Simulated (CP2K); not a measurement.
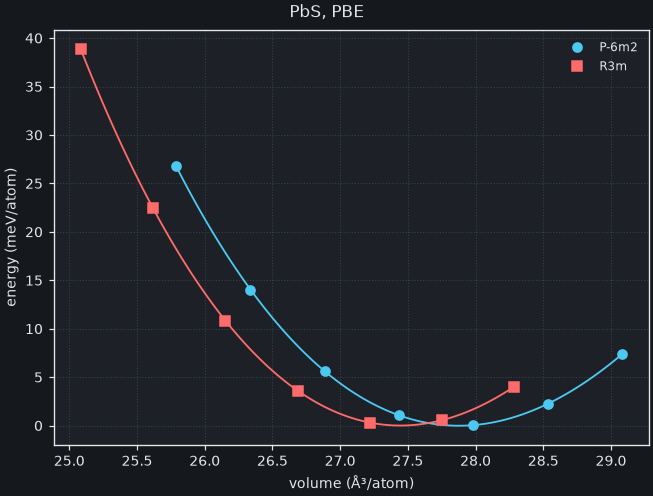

Caption: Energy against volume, with one curve for each structure, for PbS. Each energy curve has its own zero, so the curves don't rank the structures.

Settings that differ: P-6m2: k mesh 8×8×7; R3m: k mesh 8×8×8.

The fitted equilibrium volumes, smallest first, are R3m 27.444, P-6m2 27.875 Å³/atom. The fitted bulk moduli, smallest first, are P-6m2 48.5, R3m 52.6 GPa.

How it was computed, with CP2K 2026.2: DFT in Gaussian orbitals with a plane-wave density, no spin polarisation; energies at scaled volumes of the given cell, shape and fractions fixed, counted from the fit's minimum, third-order Birch-Murnaghan fit. Level: PBE.

occupations Fermi–Dirac; smearing width 0.05 eV; potentials GTH PBE with UZH TZVP basis; density cutoff 6123 eV.

Note: spin-orbit coupling left out, heavy elements; shape and atomic fractions are frozen while scaling, which makes layered, chain and framework solids too stiff.
